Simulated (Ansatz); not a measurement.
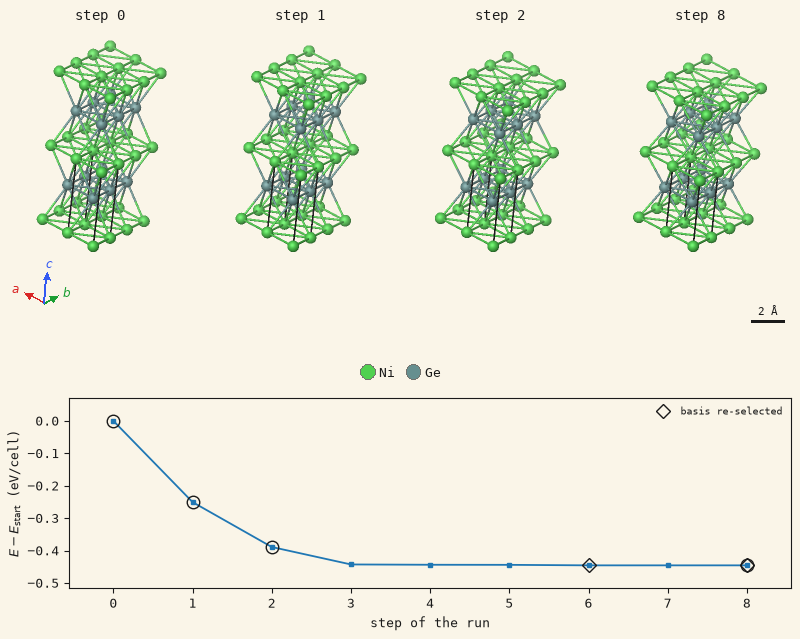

Frames of a relaxation of a crystal of NiGe (built on the CuPt (L1 type), marked on the history of the run. Style: ball-and-stick. Shown: the reduced cell, repeated 2 × 3 × 2 with one cell outlined, slightly off an axis. Lengths and directions refer to the drawn axes.

Computed with Ansatz 0.2.0, DFT r2SCAN, scalar-relativistic, plane waves, PAW. Settings: plane-wave cutoff 500 eV; k-point mesh 18 × 18 × 18; occupations gaussian; smearing width 0.1 eV; collinear spin; cell and atoms relaxed; force threshold 0.01 eV/Å; at most 80 steps.

Question: Describe the path.

Answer: After 6 accepted moves (8 points after the start) the energy has fallen by 0.446 eV per cell of the calculation. All forces vanish by symmetry, so only the cell relaxes. Pressure: −0.31 GPa at the start and 0.00 GPa at the end. At 2 points the geometry stayed and the basis and grid were re-selected for the new cell (energy shift of 1.6 meV per cell of the calculation at most each time). No atom moves by more than 0.005 Å relative to the cell. Cell: a = b 2.637 → 2.832 Å (+7.4 %), c 4.568 → 4.069 Å (−10.9 %), α 73.2° → 69.6°, β 73.2° → 69.6°. Volume −0.3 %. Near-neighbour distances that change, for instance: Ni–Ni 2.637 → 2.832 Å, Ge–Ge 2.637 → 2.832 Å, Ge–Ni 2.637 → 2.478 Å. The space group stays R-3m (No. 166). The program noted that the starting moments weren't kept. From step 0 to 1: volume −0.3 %, energy −0.251 eV per cell of the calculation. From step 1 to 2: volume −2.8 %, energy −0.138 eV per cell of the calculation. From step 2 to 8: volume +2.9 %, energy −56.6 meV per cell of the calculation.

```json
{"step": "0", "E − E(0), meV/atom": "0.00", "pressure, GPa": "-0.31", "volume, Å³/atom": "12.971", "note": ""}
{"step": "1", "E − E(0), meV/atom": "-125.28", "pressure, GPa": "-1.82", "volume, Å³/atom": "12.932", "note": ""}
{"step": "2", "E − E(0), meV/atom": "-194.50", "pressure, GPa": "2.44", "volume, Å³/atom": "12.576", "note": ""}
{"step": "3", "E − E(0), meV/atom": "-221.41", "pressure, GPa": "1.68", "volume, Å³/atom": "12.792", "note": ""}
{"step": "4", "E − E(0), meV/atom": "-221.88", "pressure, GPa": "-0.53", "volume, Å³/atom": "12.972", "note": ""}
{"step": "5", "E − E(0), meV/atom": "-222.01", "pressure, GPa": "0.00", "volume, Å³/atom": "12.933", "note": ""}
{"step": "6", "E − E(0), meV/atom": "-222.80", "pressure, GPa": "0.01", "volume, Å³/atom": "12.933", "note": "same geometry, new basis"}
{"step": "7", "E − E(0), meV/atom": "-222.80", "pressure, GPa": "0.00", "volume, Å³/atom": "12.936", "note": ""}
{"step": "8", "E − E(0), meV/atom": "-222.80", "pressure, GPa": "0.00", "volume, Å³/atom": "12.936", "note": "same geometry, new basis"}
```
